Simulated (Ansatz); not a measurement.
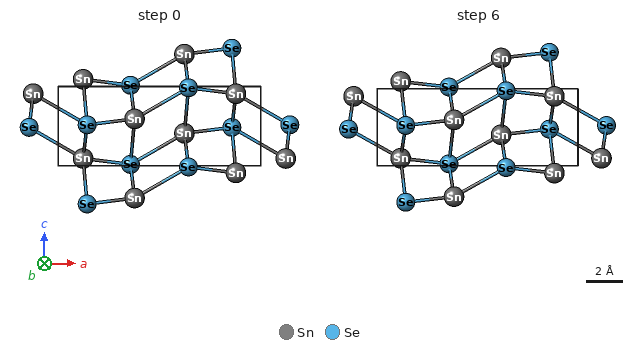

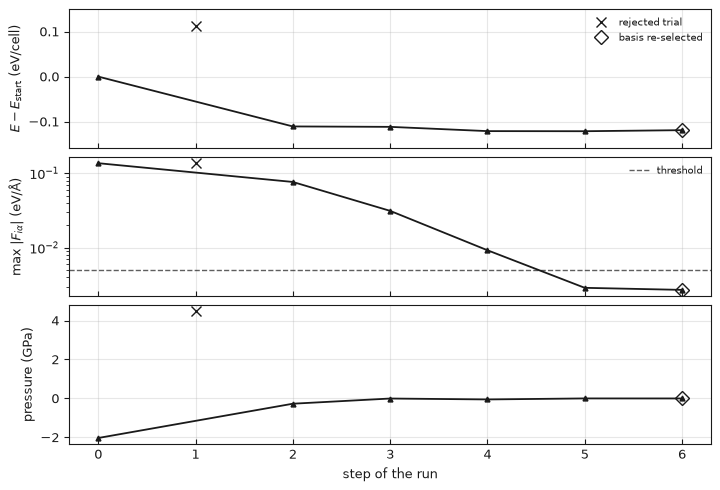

First and last geometry of a relaxation of solid SnSe (set up in Pnma), with the history of the run. The picture is a ball-and-stick view of the cell of the calculation, seen along the b axis.

Theory: Ansatz 0.2.0, DFT LDA, scalar-relativistic, plane waves, PAW. (plane-wave cutoff 420 eV; k-point mesh 4 × 6 × 6; occupations gaussian; smearing width 0.02 eV; no spin polarisation; cell and atoms relaxed; force threshold 0.005 eV/Å; at most 80 steps)

**What do the curves and the structures tell?**

It converged. The largest moves relative to the cell, 0.070 Å, are those of Sn atoms. Largest moves by element: Sn 0.070 Å, Se 0.036 Å. The volume changes by −5.7 %, with a 11.420 → 11.313 Å (−0.9 %), b 4.190 → 4.114 Å (−1.8 %), c 4.460 → 4.325 Å (−3.0 %). Among the contacts that change: Se–Sn 3.507 → 3.363 Å, Se–Sn 3.319 → 3.233 Å, Se–Sn 2.834 → 2.780 Å, Se–Sn 2.693 → 2.739 Å. The space group stays Pnma (No. 62). After 4 accepted moves (6 points after the start) the energy has fallen by 0.119 eV per cell of the calculation. Largest force component: 0.14 eV/Å at the start, 0.0027 eV/Å at the end. Pressure: −2.03 GPa at the start and 0.00 GPa at the end. The line search rejected the trial step at point 1 of the run. At 1 point the geometry stayed and the basis and grid were re-selected for the new cell (energy shift of 2.3 meV per cell of the calculation at most each time). Cost: 3.7 min on 2 threads of Arm Neoverse V1 (shared host), peak memory 0.85 GiB.

| step | E − E(0), meV/atom | largest force component, eV/Å | pressure, GPa | volume, Å³/atom | note |
| --- | --- | --- | --- | --- | --- |
| 0 | 0.00 | 0.1370 | -2.03 | 26.676 |  |
| 1 | 14.14 | 0.1361 | 4.47 | 23.195 | rejected |
| 2 | -13.83 | 0.0767 | -0.27 | 25.399 |  |
| 3 | -13.95 | 0.0313 | -0.01 | 25.148 |  |
| 4 | -15.13 | 0.0093 | -0.05 | 25.195 |  |
| 5 | -15.16 | 0.0029 | 0.00 | 25.166 |  |
| 6 | -14.87 | 0.0027 | 0.00 | 25.166 | same geometry, new basis |

Limits of the set-up: layers or molecules are held without a dispersion correction, so their spacing is unreliable.
